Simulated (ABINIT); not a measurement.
**Geometry relaxation of BeS (part 2 of 2)**

BeS (F-43m, 2 atoms in the cell); Kohn-Sham DFT of a periodic cell, PBE, PseudoDojo NC SR PBE v0.4.1 standard, no spin polarisation (ABINIT 10.8.3); cutoff 1197.3 eV, 7×7×7 k-mesh, fermi-dirac of 0.05 eV. The structure derives from an entry of the Crystallography Open Database.

Geometry of the input (Å; fractional positions):
```
0.0000  2.4250  2.4250
2.4250  0.0000  2.4250
2.4250  2.4250  0.0000
S  0.7500  0.7500  0.7500
Be 0.0000  0.0000  0.0000
```

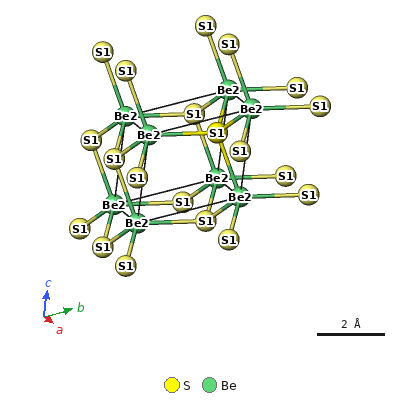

*The geometry at step 2 of the log (ball-and-stick view of the cell of the calculation, seen slightly off an axis; neighbours outside the cell are drawn fainter; atoms are numbered from 1 in the order of the input).*

What the program printed, continued:
```
 Cartesian coordinates (xcart) [bohr]
  6.88594034570672E+00  6.88594034570672E+00  6.88594034570672E+00
 -2.94306542204030E-29 -2.94306542204030E-29  8.82919626612089E-29
 Reduced coordinates (xred)
  7.50000000000000E-01  7.50000000000000E-01  7.50000000000000E-01
  9.61654743889747E-30  9.61654743889747E-30 -1.60275790648291E-29
 Cartesian forces (fcart) [Ha/bohr]; max,rms= 8.79829E-29 5.61582E-29 (free atoms)
  2.93276417740811E-29  2.93276417740811E-29 -8.79829253222434E-29
 -2.93276417740811E-29 -2.93276417740811E-29  8.79829253222434E-29
 Gradient of E wrt nuclear positions in reduced coordinates (gred)
  2.69264522315439E-28  2.69264522315439E-28 -2.69264522315439E-28
 -2.69264522315439E-28 -2.69264522315439E-28  2.69264522315439E-28
 Scale of Primitive Cell (acell) [bohr]
  6.49212681772701E+00  6.49212681772701E+00  6.49212681772701E+00
 Real space primitive translations (rprimd) [bohr]
  0.00000000000000E+00  4.59062689713781E+00  4.59062689713781E+00
  4.59062689713781E+00  0.00000000000000E+00  4.59062689713781E+00
  4.59062689713781E+00  4.59062689713781E+00  0.00000000000000E+00
 Unitary Cell Volume (ucvol) [Bohr^3]=  1.93484414013248E+02
 Angles (23,13,12)= [degrees]
  6.00000000000000E+01  6.00000000000000E+01  6.00000000000000E+01
 Lengths [Bohr]
  6.49212681772701E+00  6.49212681772701E+00  6.49212681772701E+00
 Stress tensor in cartesian coordinates (strten) [Ha/bohr^3]
 -4.08646894422375E-05  0.00000000000000E+00  0.00000000000000E+00
  0.00000000000000E+00 -4.08646894422371E-05  0.00000000000000E+00
  0.00000000000000E+00  0.00000000000000E+00 -4.08646894422371E-05
 Total energy (etotal) [Ha]= -2.50701573826587E+01

 Difference of energy with previous step (new-old):
           Absolute (Ha)=-5.03799E-05
           Relative     =-2.00956E-06

--- Iteration: ( 3/50) Internal Cycle: (1/1)
--------------------------------------------------------------------------------

---SELF-CONSISTENT-FIELD CONVERGENCE--------------------------------------------

--- !BeginCycle
iteration_state: {dtset: 1, itime: 3, icycle: 1, }
solver: {iscf: 7, nstep: 80, nline: 4, wfoptalg: 0, }
tolerances: {tolvrs: 1.00E-12, }
...

     iter   Etot(hartree)      deltaE(h)  residm     vres2
 ETOT  1  -25.070066228987    -2.507E+01 1.073E-06 2.804E+00
 ETOT  2  -25.070200612942    -1.344E-04 8.200E-07 1.689E-01
 ETOT  3  -25.070206431783    -5.819E-06 4.804E-07 1.212E-02
 ETOT  4  -25.070206869429    -4.376E-07 1.723E-07 8.571E-04
 ETOT  5  -25.070206905410    -3.598E-08 7.334E-09 1.786E-05
 ETOT  6  -25.070206905990    -5.798E-10 7.800E-10 3.573E-07
 ETOT  7  -25.070206905996    -6.274E-12 7.168E-11 1.231E-08
 ETOT  8  -25.070206905997    -5.613E-13 1.698E-11 1.026E-10
 ETOT  9  -25.070206905997    -2.700E-13 1.851E-12 5.094E-13

 At SCF step    9       vres2   =  5.09E-13 < tolvrs=  1.00E-12 =>converged.

 Cartesian components of stress tensor (hartree/bohr^3)
  sigma(1 1)= -6.58979040E-07  sigma(3 2)=  0.00000000E+00
  sigma(2 2)= -6.58979040E-07  sigma(3 1)=  0.00000000E+00
  sigma(3 3)= -6.58979040E-07  sigma(2 1)=  0.00000000E+00

--- !ResultsGS
iteration_state: {dtset: 1, itime: 3, icycle: 1, }
comment   : Summary of ground state results
lattice_vectors:
- [  0.0000000,   4.6096007,   4.6096007, ]
- [  4.6096007,   0.0000000,   4.6096007, ]
- [  4.6096007,   4.6096007,   0.0000000, ]
lattice_lengths: [   6.51896,    6.51896,    6.51896, ]
lattice_angles: [ 60.000,  60.000,  60.000, ] # degrees, (23, 13, 12)
lattice_volume:   1.9589345E+02
convergence: {deltae: -2.700E-13, res2:  5.094E-13, residm:  1.851E-12, diffor: null, }
etotal    :  -2.50702069E+01
entropy   :   0.00000000E+00
fermie    :   2.05340117E-01
cartesian_stress_tensor: # hartree/bohr^3
- [ -6.58979040E-07,   0.00000000E+00,   0.00000000E+00, ]
- [  0.00000000E+00,  -6.58979040E-07,   0.00000000E+00, ]
- [  0.00000000E+00,   0.00000000E+00,  -6.58979040E-07, ]
pressure_GPa:   1.9388E-02
xred      :
- [  7.5000E-01,   7.5000E-01,   7.5000E-01,  S]
- [  4.1924E-29,   4.1924E-29,  -6.9874E-29, Be]
cartesian_forces: # hartree/bohr
- [ -3.59382083E-30,  -3.59382083E-30,   1.07814625E-29, ]
- [  3.59382083E-30,   3.59382083E-30,  -1.07814625E-29, ]
force_length_stats: {min:   1.19193553E-29, max:   1.19193553E-29, mean:   1.19193553E-29, }
...

 Integrated electronic density in atomic spheres:
 ------------------------------------------------
 Atom  Sphere_radius  Integrated_density
    1        2.00000          4.01783615
    2        2.00000          3.15414286

---OUTPUT-----------------------------------------------------------------------

 Cartesian coordinates (xcart) [bohr]
  6.91440105086033E+00  6.91440105086033E+00  6.91440105086033E+00
 -1.28836782730522E-28 -1.28836782730522E-28  3.86510348191566E-28
 Reduced coordinates (xred)
  7.50000000000000E-01  7.50000000000000E-01  7.50000000000000E-01
  4.19244933887088E-29  4.19244933887088E-29 -6.98741556478479E-29
 Cartesian forces (fcart) [Ha/bohr]; max,rms= 1.07815E-29 6.88164E-30 (free atoms)
 -3.59382082868479E-30 -3.59382082868479E-30  1.07814624860544E-29
  3.59382082868479E-30  3.59382082868479E-30 -1.07814624860544E-29
 Gradient of E wrt nuclear positions in reduced coordinates (gred)
 -3.31321580192825E-29 -3.31321580192825E-29  3.31321580192825E-29
  3.31321580192825E-29  3.31321580192825E-29 -3.31321580192825E-29
 Scale of Primitive Cell (acell) [bohr]
  6.51895982787564E+00  6.51895982787564E+00  6.51895982787564E+00
 Real space primitive translations (rprimd) [bohr]
  0.00000000000000E+00  4.60960070057355E+00  4.60960070057355E+00
  4.60960070057355E+00  0.00000000000000E+00  4.60960070057355E+00
  4.60960070057355E+00  4.60960070057355E+00  0.00000000000000E+00
 Unitary Cell Volume (ucvol) [Bohr^3]=  1.95893450701939E+02
 Angles (23,13,12)= [degrees]
  6.00000000000000E+01  6.00000000000000E+01  6.00000000000000E+01
 Lengths [Bohr]
  6.51895982787564E+00  6.51895982787564E+00  6.51895982787564E+00
 Stress tensor in cartesian coordinates (strten) [Ha/bohr^3]
 -6.58979039653770E-07  0.00000000000000E+00  0.00000000000000E+00
  0.00000000000000E+00 -6.58979039654204E-07  0.00000000000000E+00
  0.00000000000000E+00  0.00000000000000E+00 -6.58979039654204E-07
 Total energy (etotal) [Ha]= -2.50702069059972E+01

 Difference of energy with previous step (new-old):
           Absolute (Ha)=-4.95233E-05
           Relative     =-1.97539E-06

--- Iteration: ( 4/50) Internal Cycle: (1/1)
--------------------------------------------------------------------------------

---SELF-CONSISTENT-FIELD CONVERGENCE--------------------------------------------

--- !BeginCycle
iteration_state: {dtset: 1, itime: 4, icycle: 1, }
solver: {iscf: 7, nstep: 80, nline: 4, wfoptalg: 0, }
tolerances: {tolvrs: 1.00E-12, }
...

     iter   Etot(hartree)      deltaE(h)  residm     vres2
 ETOT  1  -25.070206880974    -2.507E+01 1.227E-09 7.628E-04
 ETOT  2  -25.070206917694    -3.672E-08 2.269E-10 4.634E-05
 ETOT  3  -25.070206919300    -1.606E-09 1.283E-10 3.379E-06
 ETOT  4  -25.070206919424    -1.241E-10 4.617E-11 2.384E-07
 ETOT  5  -25.070206919434    -1.016E-11 2.044E-12 4.702E-09
 ETOT  6  -25.070206919435    -3.908E-14 2.099E-13 9.601E-11
 ETOT  7  -25.070206919435     1.421E-14 2.004E-14 3.219E-12
 ETOT  8  -25.070206919434     5.329E-14 4.742E-15 2.519E-14

 At SCF step    8       vres2   =  2.52E-14 < tolvrs=  1.00E-12 =>converged.

 Cartesian components of stress tensor (hartree/bohr^3)
  sigma(1 1)= -1.10503007E-08  sigma(3 2)=  0.00000000E+00
  sigma(2 2)= -1.10503007E-08  sigma(3 1)=  0.00000000E+00
  sigma(3 3)= -1.10503007E-08  sigma(2 1)=  0.00000000E+00

--- !ResultsGS
iteration_state: {dtset: 1, itime: 4, icycle: 1, }
comment   : Summary of ground state results
lattice_vectors:
- [  0.0000000,   4.6099156,   4.6099156, ]
- [  4.6099156,   0.0000000,   4.6099156, ]
- [  4.6099156,   4.6099156,   0.0000000, ]
lattice_lengths: [   6.51941,    6.51941,    6.51941, ]
lattice_angles: [ 60.000,  60.000,  60.000, ] # degrees, (23, 13, 12)
lattice_volume:   1.9593360E+02
convergence: {deltae:  5.329E-14, res2:  2.519E-14, residm:  4.742E-15, diffor: null, }
etotal    :  -2.50702069E+01
entropy   :   0.00000000E+00
fermie    :   2.05211510E-01
cartesian_stress_tensor: # hartree/bohr^3
- [ -1.10503007E-08,   0.00000000E+00,   0.00000000E+00, ]
- [  0.00000000E+00,  -1.10503007E-08,   0.00000000E+00, ]
- [  0.00000000E+00,   0.00000000E+00,  -1.10503007E-08, ]
pressure_GPa:   3.2511E-04
xred      :
- [  7.5000E-01,   7.5000E-01,   7.5000E-01,  S]
- [  4.1098E-29,   4.1098E-29,  -6.8497E-29, Be]
cartesian_forces: # hartree/bohr
- [  3.65061620E-30,   3.65061620E-30,  -1.09518486E-29, ]
- [ -3.65061620E-30,  -3.65061620E-30,   1.09518486E-29, ]
force_length_stats: {min:   1.21077242E-29, max:   1.21077242E-29, mean:   1.21077242E-29, }
...

 Integrated electronic density in atomic spheres:
 ------------------------------------------------
 Atom  Sphere_radius  Integrated_density
    1        2.00000          4.01819601
    2        2.00000          3.15409486

---OUTPUT-----------------------------------------------------------------------

 Cartesian coordinates (xcart) [bohr]
  6.91487343149246E+00  6.91487343149246E+00  6.91487343149246E+00
 -1.26306129242794E-28 -1.26306129242794E-28  3.78918387728383E-28
 Reduced coordinates (xred)
  7.50000000000000E-01  7.50000000000000E-01  7.50000000000000E-01
  4.10981912556785E-29  4.10981912556785E-29 -6.84969854261308E-29
 Cartesian forces (fcart) [Ha/bohr]; max,rms= 1.09518E-29 6.99040E-30 (free atoms)
  3.65061619958299E-30  3.65061619958299E-30 -1.09518485987490E-29
 -3.65061619958299E-30 -3.65061619958299E-30  1.09518485987490E-29
 Gradient of E wrt nuclear positions in reduced coordinates (gred)
  3.36580652894298E-29  3.36580652894298E-29 -3.36580652894298E-29
 -3.36580652894298E-29 -3.36580652894298E-29  3.36580652894298E-29
 Scale of Primitive Cell (acell) [bohr]
  6.51940519260668E+00  6.51940519260668E+00  6.51940519260668E+00
 Real space primitive translations (rprimd) [bohr]
  0.00000000000000E+00  4.60991562099497E+00  4.60991562099497E+00
  4.60991562099497E+00  0.00000000000000E+00  4.60991562099497E+00
  4.60991562099497E+00  4.60991562099497E+00  0.00000000000000E+00
 Unitary Cell Volume (ucvol) [Bohr^3]=  1.95933602810616E+02
 Angles (23,13,12)= [degrees]
  6.00000000000000E+01  6.00000000000000E+01  6.00000000000000E+01
 Lengths [Bohr]
  6.51940519260668E+00  6.51940519260668E+00  6.51940519260668E+00
 Stress tensor in cartesian coordinates (strten) [Ha/bohr^3]
 -1.10503006692936E-08  0.00000000000000E+00  0.00000000000000E+00
  0.00000000000000E+00 -1.10503006692936E-08  0.00000000000000E+00
  0.00000000000000E+00  0.00000000000000E+00 -1.10503006692936E-08
 Total energy (etotal) [Ha]= -2.50702069194345E+01

 Difference of energy with previous step (new-old):
           Absolute (Ha)=-1.34373E-08
           Relative     =-5.35986E-10

 At Broyd/MD step   4, gradients are converged :
  max grad (force/stress) = 1.1050E-06 < tolmxf= 2.0000E-05 ha/bohr (free atoms)

================================================================================

 ----iterations are completed or convergence reached----

 Mean square residual over all n,k,spin=   53.391E-18; max=  47.421E-16
 reduced coordinates (array xred) for    2 atoms
       0.750000000000      0.750000000000      0.750000000000
       0.000000000000      0.000000000000     -0.000000000000
 rms dE/dt=  4.7600E-29; max dE/dt=  6.7316E-29; dE/dt below (all hartree)
    1       0.000000000000      0.000000000000     -0.000000000000
    2       0.000000000000      0.000000000000      0.000000000000

 cartesian coordinates (angstrom) at end:
    1      3.65919343374200     3.65919343374200     3.65919343374200
    2     -0.00000000000000    -0.00000000000000     0.00000000000000

 cartesian forces (hartree/bohr) at end:
    1      0.00000000000000     0.00000000000000    -0.00000000000000
    2     -0.00000000000000    -0.00000000000000     0.00000000000000
 frms,max,avg= 6.9903978E-30 1.0951849E-29   0.000E+00  0.000E+00  0.000E+00 h/b

 cartesian forces (eV/Angstrom) at end:
    1      0.00000000000000     0.00000000000000    -0.00000000000000
    2     -0.00000000000000    -0.00000000000000     0.00000000000000
 frms,max,avg= 3.5946071E-28 5.6316670E-28   0.000E+00  0.000E+00  0.000E+00 e/A
 length scales=  6.519405192607  6.519405192607  6.519405192607 bohr
              =  3.449920654230  3.449920654230  3.449920654230 angstroms
 Fermi (or HOMO) energy (hartree) =   0.20521   Average Vxc (hartree)=  -0.36306
 Eigenvalues (hartree) for nkpt=  20  k points:
 kpt#   1, nband=  9, wtk=  0.00292, kpt=  0.0000  0.0000  0.0000 (reduced coord)
  -3.50442   -0.36473    0.13398    0.13398    0.13398    0.34236    0.34236    0.34236
   0.34485
      occupation numbers for kpt#   1
   2.00000    2.00000    2.00000    2.00000    2.00000    0.00000    0.00000    0.00000
   0.00000
 prteigrs : prtvol=0 or 1, do not print more k-points.

--- !EnergyTerms
iteration_state     : {dtset: 1, itime: 4, icycle: 1, }
comment             : Components of total free energy in Hartree
kinetic             :  1.25546017183325E+01
hartree             :  3.81393847907660E+00
xc                  : -5.63347257028011E+00
Ewald energy        : -1.50168559026411E+01
psp_core            :  6.18372371340378E-01
local_psp           : -1.40601309754792E+01
non_local_psp       : -7.34666003978350E+00
internal            : -2.50702069194345E+01
'-kT*entropy'       : -1.58684332648673E-15
total_energy        : -2.50702069194345E+01
total_energy_eV     : -6.82195083751397E+02
band_energy         : -7.43323624532140E+00
...

 Cartesian components of stress tensor (hartree/bohr^3)
  sigma(1 1)= -1.10503007E-08  sigma(3 2)=  0.00000000E+00
  sigma(2 2)= -1.10503007E-08  sigma(3 1)=  0.00000000E+00
  sigma(3 3)= -1.10503007E-08  sigma(2 1)=  0.00000000E+00

-Cartesian components of stress tensor (GPa)         [Pressure=  3.2511E-04 GPa]
- sigma(1 1)= -3.25111070E-04  sigma(3 2)=  0.00000000E+00
- sigma(2 2)= -3.25111070E-04  sigma(3 1)=  0.00000000E+00
- sigma(3 3)= -3.25111070E-04  sigma(2 1)=  0.00000000E+00

== END DATASET(S) ==============================================================
================================================================================

 -outvars: echo values of variables after computation  --------
            acell      6.5194051926E+00  6.5194051926E+00  6.5194051926E+00 Bohr
           etotal     -2.5070206919E+01
            fcart      3.6506161996E-30  3.6506161996E-30 -1.0951848599E-29
                      -3.6506161996E-30 -3.6506161996E-30  1.0951848599E-29
            rprim      0.0000000000E+00  7.0710678119E-01  7.0710678119E-01
                       7.0710678119E-01  0.0000000000E+00  7.0710678119E-01
                       7.0710678119E-01  7.0710678119E-01  0.0000000000E+00
           strten     -1.1050300669E-08 -1.1050300669E-08 -1.1050300669E-08
                       0.0000000000E+00  0.0000000000E+00  0.0000000000E+00
           xangst      3.6591934337E+00  3.6591934337E+00  3.6591934337E+00
                      -6.6838325147E-29 -6.6838325147E-29  2.0051497544E-28
             xred      7.5000000000E-01  7.5000000000E-01  7.5000000000E-01
                       4.1098191256E-29  4.1098191256E-29 -6.8496985426E-29
 Calculation completed.
```

Trajectory as extended XYZ (Å, eV, eV/Å), 4 frames, from step=0 to step=3:
```
2
Lattice="0.0000 2.4250 2.4250 2.4250 0.0000 2.4250 2.4250 2.4250 0.0000" Properties=species:S:1:pos:R:3:forces:R:3 step=0 energy=-682.19236
S     3.6375    3.6375    3.6375    0.0000   0.0000   0.0000
Be    0.0000    0.0000    0.0000    0.0000   0.0000   0.0000
2
Lattice="0.0000 2.4293 2.4293 2.4293 0.0000 2.4293 2.4293 2.4293 0.0000" Properties=species:S:1:pos:R:3:forces:R:3 step=1 energy=-682.19374
S     3.6439    3.6439    3.6439    0.0000   0.0000   0.0000
Be    0.0000    0.0000    0.0000    0.0000   0.0000   0.0000
2
Lattice="0.0000 2.4393 2.4393 2.4393 0.0000 2.4393 2.4393 2.4393 0.0000" Properties=species:S:1:pos:R:3:forces:R:3 step=2 energy=-682.19508
S     3.6589    3.6589    3.6589    0.0000   0.0000   0.0000
Be    0.0000    0.0000    0.0000    0.0000   0.0000   0.0000
2
Lattice="0.0000 2.4395 2.4395 2.4395 0.0000 2.4395 2.4395 2.4395 0.0000" Properties=species:S:1:pos:R:3:forces:R:3 step=3 energy=-682.19508
S     3.6592    3.6592    3.6592    0.0000   0.0000   0.0000
Be    0.0000    0.0000    0.0000    0.0000   0.0000   0.0000
```

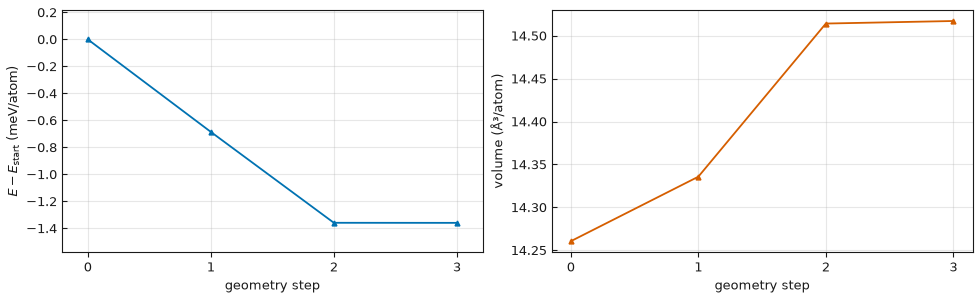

*Progress of the relaxation, step by step (steps are counted from 0).*

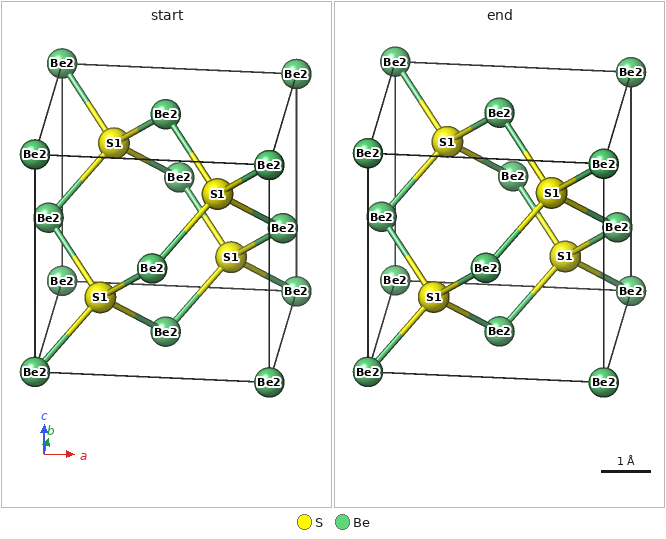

*Before (left) and after (right) the relaxation, at one scale (ball-and-stick view of the cell 4 times as large as that of the calculation, set on its symmetry axes, seen at an oblique angle).*

After 3 geometry steps the energy has fallen by 1.4 meV per atom. All forces vanish by symmetry, so only the cell relaxes. The atoms keep their places relative to the cell (all moves are under 0.005 Å). The volume changes by +1.8 %, with a = b = c 4.850 → 4.879 Å (+0.6 %). Among the contacts that change: S1–Be2 2.100 → 2.113 Å. The space group stays F-43m (No. 216). (Atoms are counted from 1 in the order of the input.)

Results in brief:

| quantity | value |
| --- | --- |
| outcome | converged |
| space group (tolerance 0.01 Å) | F-43m (216) |
| electrons treated | 10 |
| free energy | −682.1951 eV |
| Fermi energy | 5.584 eV |
| gap on the k-point mesh | 3.30 eV |
| pressure | 0.00 GPa |
| final volume | 29.03 Å³ |
| largest force (length of the vector) at the end | under 0.001 eV/Å |
| final cell | a = 3.450 Å, b = 3.450 Å, c = 3.450 Å, α = 60.00°, β = 60.00°, γ = 60.00° |
| wall time | 77 s |
| peak memory | 0.09 GiB |
